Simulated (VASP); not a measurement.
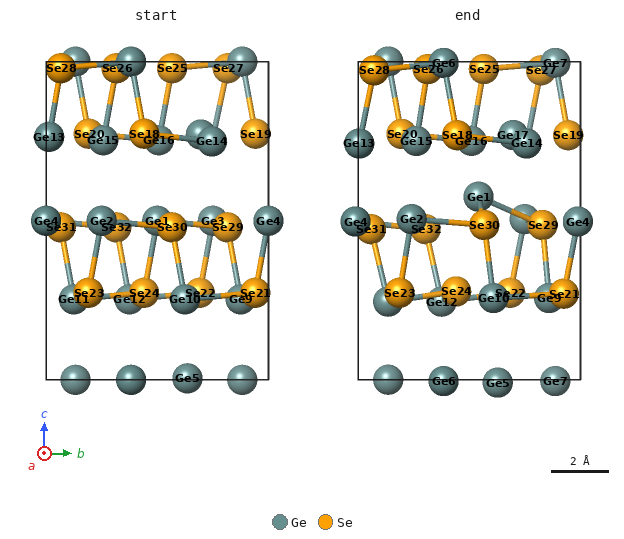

The structure of a defect cell of composition Ge₁₇Se₁₅ before (left) and after (right) a relaxation, at one scale.

A ball-and-stick model of the cell of the calculation (origin shifted), seen along the a axis.

The run lets the atoms move in a fixed cell.

Computed with Kohn-Sham DFT of a periodic cell, PBE, VASP PAW PBE potentials, recommended in VASP 6.6.1.

The input:
```
ALGO = Normal
EDIFF = 1E-6
EDIFFG = -0.025
ENCUT = 450
GGA = PE
IBRION = 2
ICORELEVEL = 1
ISIF = 2
ISMEAR = 0
ISYM = 0
LASPH = T
LCHARG = F
LREAL = Auto
LUSENCCL = F
LWAVE = F
NELECT = 330.0
NELM = 80
NSW = 70
PREC = Normal
SIGMA = 0.01
```

Run as
```bash
cat potpaw_PBE.64/Ge_d/POTCAR potpaw_PBE.64/Se/POTCAR > POTCAR
mpirun -np 1 vasp_std > vasp.out
```

Question: Describe what moved and what it gained.

Answer: The largest move is that of a Ge atom, 0.93 Å along [1 1 2]. By element the largest moves are Ge 0.93 Å, Se 0.15 Å. The cell doesn't change. Near-neighbour distances that change, for instance: Ge–Se 2.587 → 3.453 Å, Ge–Se 2.458 → 2.639 Å, Ge–Ge 2.679 → 2.563 Å, Ge–Ge 2.445 → 2.558 Å. Bonds break, among them: Ge–Se (2.59 → 3.45 Å). Among the angles between lasting bonds that change: Ge–Se–Ge 102.9° → 114.1°, Ge–Ge–Ge 98.6° → 105.8°, Ge–Se–Ge 102.9° → 108.1°. Over 33 geometry steps the energy falls by 0.750 eV per cell of the calculation. The largest force component goes from 0.93 to 0.023 eV/Å.
